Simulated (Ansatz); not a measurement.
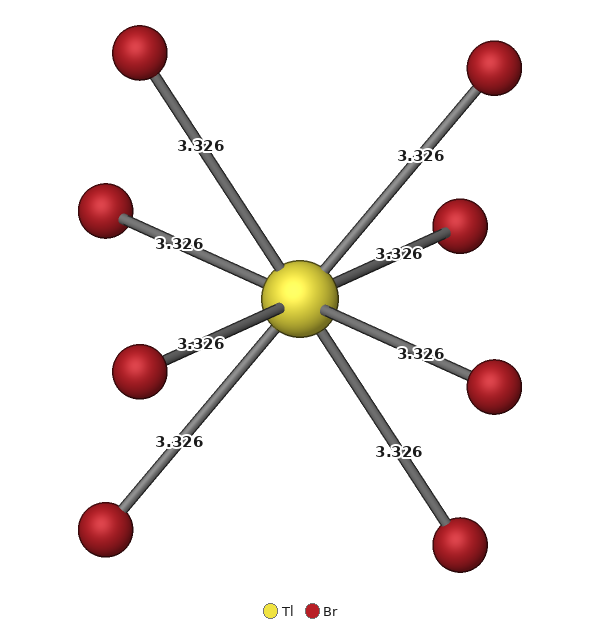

The surroundings of site Tl1 (at 0.000, 0.000, 0.000) in TlBr (Pm-3m, No. 221), with bond lengths in Å.

Source of the atomic positions: the geometry relaxed with DFT LDA, scalar-relativistic, plane waves, PAW in Ansatz.

```yaml
crystal:
  lattice:
    - [3.84056, 0.00000, 0.00000]
    - [0.00000, 3.84056, 0.00000]
    - [0.00000, 0.00000, 3.84056]
  atoms:
    - { symbol: Tl, position: [0.00000, 0.00000, 0.00000] }
    - { symbol: Br, position: [0.50000, 0.50000, 0.50000] }
```

Bond valence s = exp((R0 − d)/b), R0 fitted to published crystal structures with b = 0.37 Å; R0 in Å: Tl+–Br 2.649.

Question: Calculate the bond-valence sum of Tl1 from the bonds drawn.

Answer: 8 × 0.160 = 1.28 v.u., against a formal valence of 1: overbonded (bonds short for this ion) by 0.28.

Question: And over the whole structure?

Answer:
| site | x, y, z | formal valence | bond-valence sum | difference |
| --- | --- | --- | --- | --- |
| Tl1 | 0.000, 0.000, 0.000 | +1 | 1.28 | 0.28 |
| Br1 | 0.500, 0.500, 0.500 | −1 | 1.28 | 0.28 |

These sums include all anions within 5 Å. The global instability index (root mean square of the differences over all atoms) is 0.28 v.u.: above 0.2, which by the usual rule of thumb marks a strained structure. Cells relaxed with LDA tend to have short bonds, which raises the sums.
